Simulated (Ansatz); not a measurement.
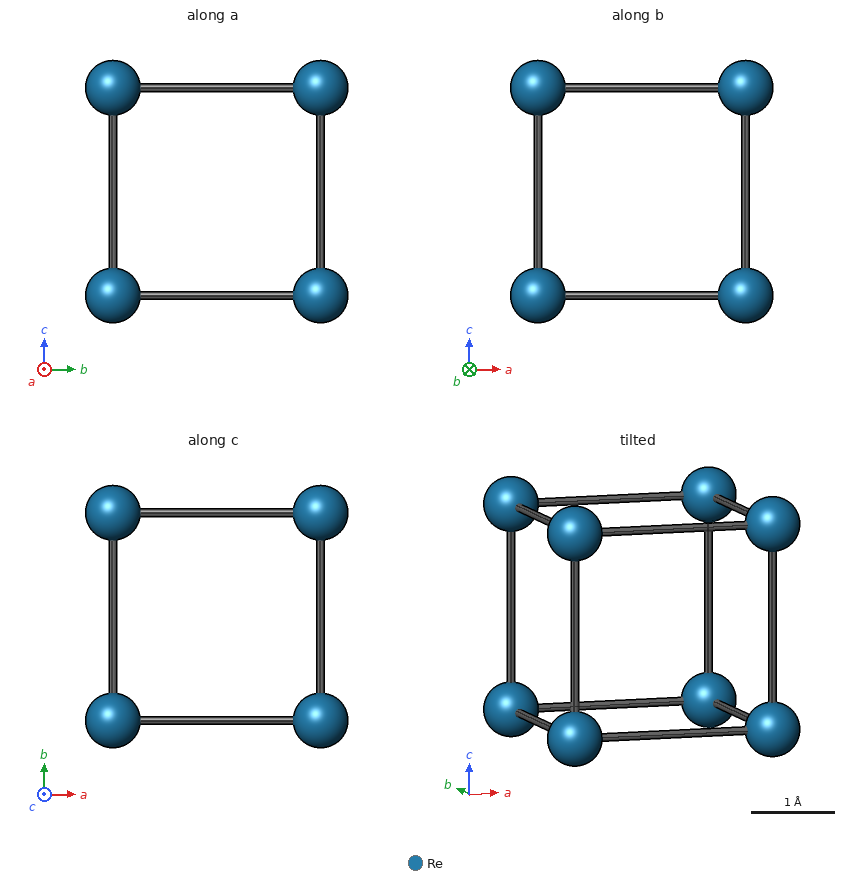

Crystal structure, ball-and-stick style, seen along the a axis, along the b axis, along the c axis and slightly off an axis. The conventional unit cell is outlined; an atom on or near a face, edge or corner is repeated at each equivalent position.

Lattice parameters: a = 2.530 Å, b = 2.530 Å, c = 2.530 Å, α = 90.00°, β = 90.00°, γ = 90.00°. Put a along x and b in the xy plane.

Q: Set out the cell and atoms as a POSCAR file.

A:
```
Re
1.0
     2.530    0.000    0.000
     0.000    2.530    0.000
     0.000    0.000    2.530
Re
1
Direct
  0.0000 0.0000 0.0000
```

The model was built from a structure type filled with this element by a generator (whether the element takes this form wasn't checked). Earlier steps of the study may have refined or changed the cell and positions. An electronic-structure calculation with Ansatz was run on it.

At this level of theory the cell isn't at rest (compressed, at 12 GPa), so its distances can differ from those at equilibrium, the more so the softer the solid.
